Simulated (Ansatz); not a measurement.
```cif
data_structure
_symmetry_space_group_name_H-M 'P 1'
_symmetry_Int_Tables_number 1
_cell_length_a 6.6671
_cell_length_b 3.8493
_cell_length_c 3.8493
_cell_angle_alpha 90.000
_cell_angle_beta 125.264
_cell_angle_gamma 90.000
_cell_volume 80.66
loop_
_atom_site_label
_atom_site_type_symbol
_atom_site_fract_x
_atom_site_fract_y
_atom_site_fract_z
_atom_site_occupancy
Si1 Si 0.63110 0.50000 0.38272 1
Si2 Si 0.13110 0.00000 0.38272 1
Si3 Si 0.86872 0.99982 0.61728 1
Si4 Si 0.36872 0.49982 0.61728 1
```

Space group C2/m; a structure from a database of computed crystals, not necessarily the ambient phase; changed on purpose from its base cell (atoms moved at random by about 0.05 A); not relaxed (largest force 0.9 eV/Å).

The calculation used Ansatz, Kohn-Sham DFT of a periodic cell, PBE, Ansatz PAW.

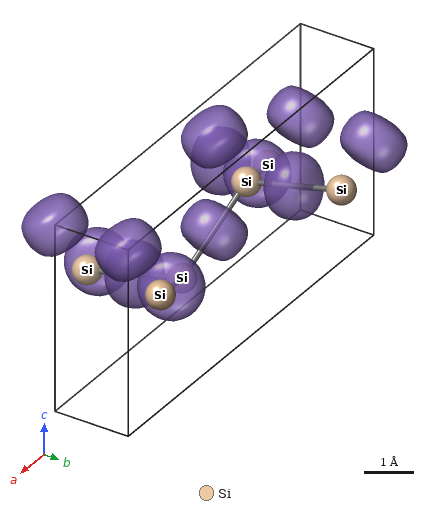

Si. Isosurface of the electron localisation function at 0.8 (purple), seen at an oblique angle. Core shells and regions of very low density are left out. Sticks mark near contacts.

Core electrons are frozen (PAW), and the valence fields are smoothed inside the atomic spheres.

Identify the bonds, lone pairs and shells in this picture.

Answer. At this value the surface marks out eight regions between bonded Si–Si atoms (shared pairs), counted in one cell of 4 atoms. Regions shared between cells count once.

Values along the shortest contacts:
Si–Si (2.32 Å): the ELF peaks at about 0.95 between the atoms, as expected for localised, covalent bonding. Si–Si (2.39 Å): the ELF peaks at about 0.95 between the atoms; a covalent bond.
